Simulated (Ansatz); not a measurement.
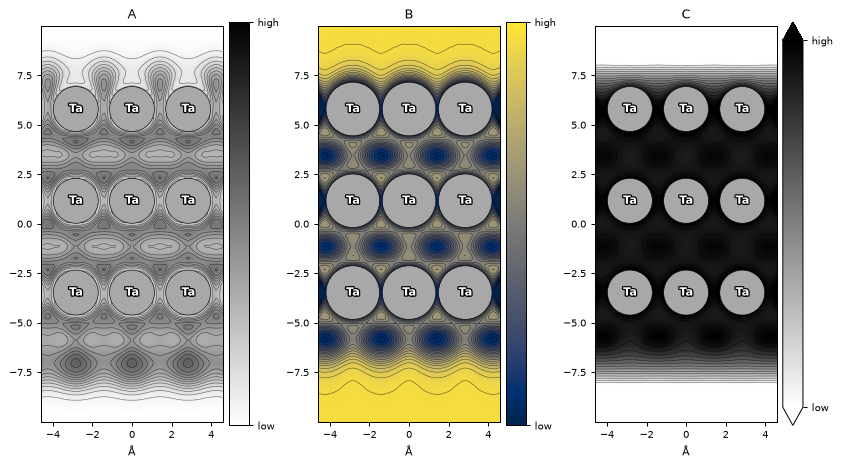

Ta (slab): 3 fields on the (010) plane of the calculation cell, a cut from vacuum to vacuum, with unlabelled colour scales. Grey discs cover the atomic cores.

Not relaxed (largest force 0.5 eV/Å).

Theory: DFT PBEsol, scalar-relativistic, plane waves, PAW in Ansatz 0.2.0.

Q: The panels show electron localisation function, electrostatic potential energy of an electron and valence pseudo-density in some order. Assign them.

A: Panel A: electron localisation function. Panel B: electrostatic potential energy of an electron (low next to the atoms, rising into the space between them). Panel C: valence pseudo-density. From the grid: Ta–Ta (2.84 Å): ρ is about 0.31 e/Å³ halfway; the ELF is about 0.30 at the midpoint (no localised pair shows between them).
